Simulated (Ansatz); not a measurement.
**SnSe2: density, localisation and related maps**

The calculation's input:

```
crystal:
  lattice:
    - [3.8109987816, 0.0, -6.137]
    - [3.8109987816, 0.0, 6.137]
    - [-3.8109987816, -6.6008435173, 0.0]
  atoms:
    - { symbol: Sn, position: [0.0, 0.0, 0.5] }
    - { symbol: Sn, position: [0.5, 0.5, 0.5] }
    - { symbol: Sn, position: [0.0, 0.0, 0.0] }
    - { symbol: Sn, position: [0.5, 0.5, 0.0] }
    - { symbol: Se, position: [0.6865864734, 0.9552266391, 0.1418131125] }
    - { symbol: Se, position: [0.2083333334, 0.4583333334, 0.1666666667] }
    - { symbol: Se, position: [0.7083333334, 0.9583333334, 0.6666666667] }
    - { symbol: Se, position: [0.2083333334, 0.4583333334, 0.6666666667] }
    - { symbol: Se, position: [0.7916666667, 0.5416666667, 0.3333333333] }
    - { symbol: Se, position: [0.2916666666, 0.0416666667, 0.3333333333] }
    - { symbol: Se, position: [0.7916666667, 0.5416666667, 0.8333333333] }
    - { symbol: Se, position: [0.2916666666, 0.0416666667, 0.8333333333] }
basis:
  ecutwfc: 420
kpoints:
  mp_grid: { grid: [6, 6, 6] }
hamiltonian:
  xc: pbe
scf:
  occupations: { method: gaussian, width: 0.05 }
output:
  forces: true
  stress: true
  eigenvalues: true
  write_density: true
  write_potential: true
  elf: true
  volumetric_format: npy
```

Run with:

```sh
ansatz run input.yaml --threads 2 --pin off --max-ram 5120MiB --backend cpu --events-out ev --progress --plain --runs-dir out
```

Below, planes, directions and counts refer to the conventional cell (a = 12.27 Å, b = 7.62 Å, c = 9.01 Å, α = 90.00°, β = 132.91°, γ = 90.00°).

Space group Cm; changed on purpose from its base cell (atom 5 (Se) moved -0.200 A towards its neighbour atom 1 (Sn) at 2.682 A); not relaxed (largest force 0.8 eV/Å); computed pressure about 5 GPa in this cell.

All numbers below come from DFT PBE, scalar-relativistic, plane waves, PAW (Ansatz).

The density is the valence pseudo-density of a PAW calculation; it isn't the true density close to the nuclei.

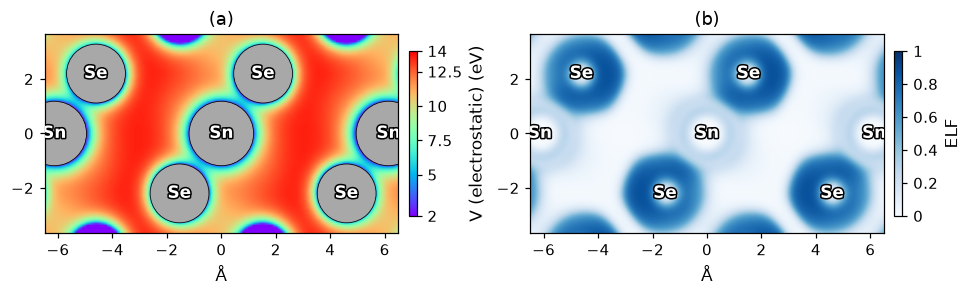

Figure 1. (a) electrostatic potential energy of an electron; (b) electron localisation function on the (010) plane of the conventional cell. Grey discs cover the atomic cores in the potential map.

What do the fields say about this system?

Answer. The section cuts through Sn and Se sites. Sn–Se (2.68 Å): the ELF is about 0.60 at the midpoint. The ELF also peaks beside Se, away from the bonds: lone-pair regions. Outside the cores the potential energy rises away from the atoms and is highest about 2.4 Å from the nearest atoms; its zero is arbitrary.

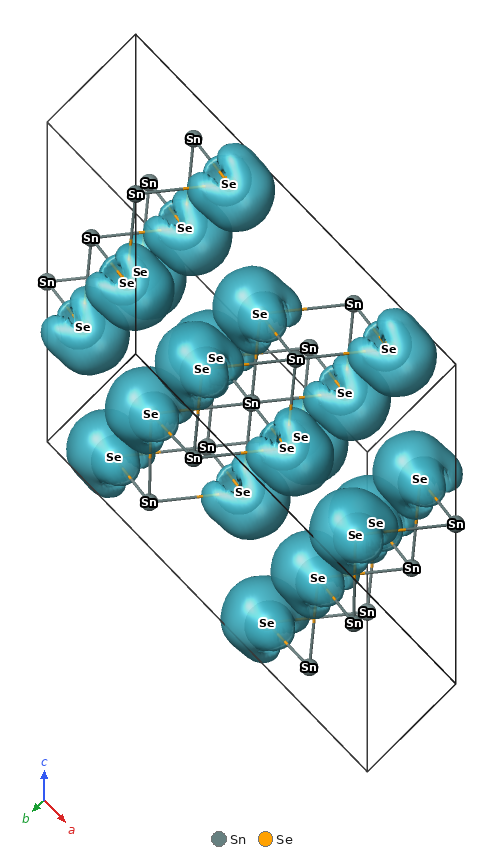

Figure 2. Isosurface of the electron localisation function at 0.75 (cyan), seen at an oblique angle. Core shells and regions of very low density are left out. Sticks mark near contacts.

Where are the electrons localised?

Answer. At this value the surface marks out 16 regions wrapped around Se (the valence shell of each), counted in one cell of 24 atoms. Regions shared between cells count once. Profiles from the grid: Sn–Se (2.88 Å): the ELF is about 0.55 at the midpoint.

Does the calculation give a band gap?

Answer. It is gapped, with a Kohn–Sham gap of 0.61 eV on the k-point mesh (the band edges may lie off the mesh, which would make the gap smaller).
